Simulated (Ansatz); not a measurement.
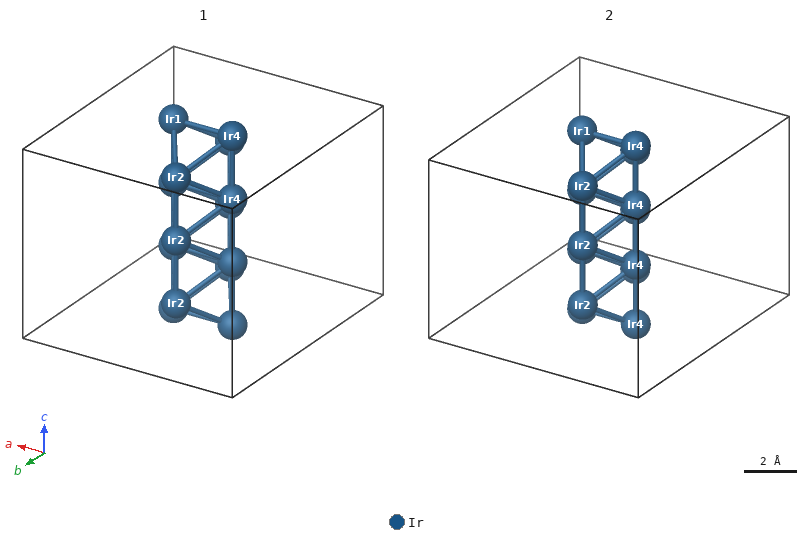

Two geometries of a wire of composition Ir, drawn at one scale. One is the start of a relaxation, the other its converged end. The picture is a ball-and-stick view of the 3 repeat of the cell, with the vacuum cut short, seen from a free direction.

Method: DFT PBE, scalar-relativistic, plane waves, PAW (Ansatz 0.2.0). (plane-wave cutoff 420 eV; k-point mesh 1 × 1 × 20; occupations gaussian; smearing width 0.05 eV; no spin polarisation; cell relaxed at fixed a, b, alpha, beta, gamma; force threshold 0.02 eV/Å; at most 45 steps)

### Which of the two is the end point?

Structure 2 is the relaxed one. Case: wire along [1 1 0], 4 atoms a period. After 5 accepted moves (6 points after the start) the energy has fallen by 1.119 eV per cell of the calculation. The largest force component goes from 3.1 to 0.006 eV/Å. At 1 point the geometry stayed and the basis and grid were re-selected for the new cell (energy shift of 2.6 meV per cell of the calculation at most each time). The largest moves relative to the centre of the atoms, 0.13 Å, are those of Ir atoms. Along the periodic axis the drawn cell goes c 8.211 → 7.749 Å (−5.6 %). Some distances before and after: Ir–Ir 2.737 → 2.486 Å, Ir–Ir 2.737 → 2.583 Å, Ir–Ir 2.737 → 2.605 Å. Among the angles between lasting bonds that change: Ir–Ir–Ir 90.0° → 87.0°, Ir–Ir–Ir 60.0° → 57.0°. The run took 29 s on 4 threads of Arm Neoverse V1, on a shared host, peak memory 0.8 GiB.

Limits of the set-up: the k-point mesh is coarse for a cell with partly filled bands.
